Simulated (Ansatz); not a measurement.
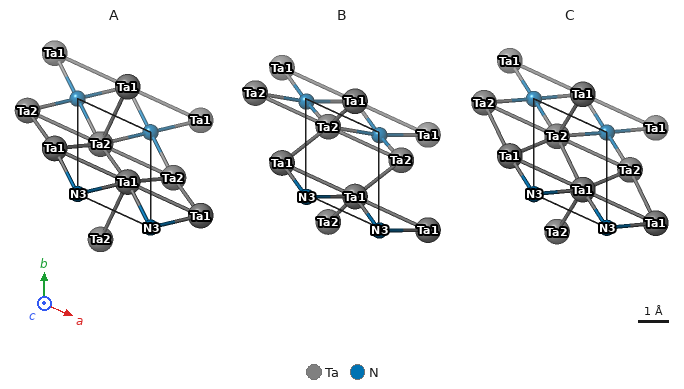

3 geometries from one relaxation of crystalline Ta₂N (set up in P1), in shuffled order. Style: ball-and-stick. Shown: the cell of the calculation, along the c axis.

Case: all atoms moved at random, sigma 0.25 Å for each component, cell strained at random, sigma 0.06; relaxed back.

Theory: DFT PBE, scalar-relativistic, plane waves, PAW in Ansatz 0.2.0. Settings: plane-wave cutoff 420 eV; k-point mesh 12 × 12 × 8; occupations gaussian; smearing width 0.15 eV; no spin polarisation; atoms relaxed in a fixed cell; force threshold 0.01 eV/Å; at most 80 steps.

> Put them in the order of the run, from the start to the converged end.

B, C, A. They are steps 0, 2, 8, at +1455 meV per atom, +90.7 meV per atom relative to the last. After 8 geometry steps the energy has fallen by 1455 meV per atom. Largest force component: 12 eV/Å at the start, 0.00075 eV/Å at the end. The largest move is that of Ta2, 0.59 Å roughly along −b. By element the largest moves are Ta 0.59 Å, N 0.21 Å. The cell stays as it was. Among the contacts that change: Ta1–Ta2 3.162 → 4.099 Å, Ta1–Ta2 (another image) 3.760 → 2.910 Å, Ta1–Ta2 (another image) 2.307 → 3.130 Å, Ta1–N3 2.767 → 2.204 Å. New bonds form, among them: Ta1–N3 (2.77 → 2.20 Å), Ta2–N3 (2.71 → 2.20 Å). Bond angles that change, for instance: Ta2–Ta1–N3 127.4° → 95.9°, Ta1–Ta2–N3 141.9° → 158.7°, Ta2–Ta1–N3 124.6° → 109.8°. The space group (tolerance 0.01 Å) goes from P1 (No. 1) to P-1 (No. 2). The run took 3.8 min on 2 threads of Arm Neoverse V1, on a shared host, peak memory 0.72 GiB.
